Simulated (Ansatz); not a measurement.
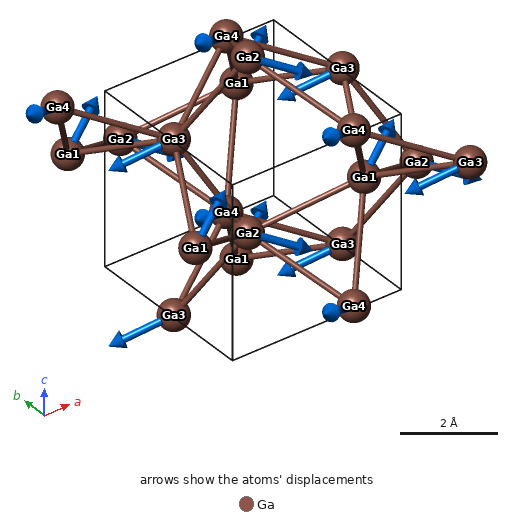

Normal modes of a crystal of Ga (a generated structure), at the zone centre. The optical levels lie at 14i, 86 (×2), 126 (×3), 181 (×3) cm⁻¹. One mode is drawn. The blue arrows give the relative displacements of the atoms. Style: ball-and-stick. Shown: the cell of the calculation, from a free direction.

Method: Ansatz 0.2.0, DFT PBE, scalar-relativistic, plane waves, PAW. (plane-wave cutoff 420 eV; k-point mesh 10 × 10 × 10; occupations fermi dirac; smearing width 0.15 eV; no spin polarisation)

The frequencies depend somewhat on the k-mesh and the smearing.

**Which of these frequencies is the drawn mode's?**

The level at 86 cm⁻¹. This is the E mode (doubly degenerate; one member of the set is drawn), optical level 2 of 4, counted from below, Raman-active by symmetry. Atoms of one kind move against one another, with no net shift of their sublattice.
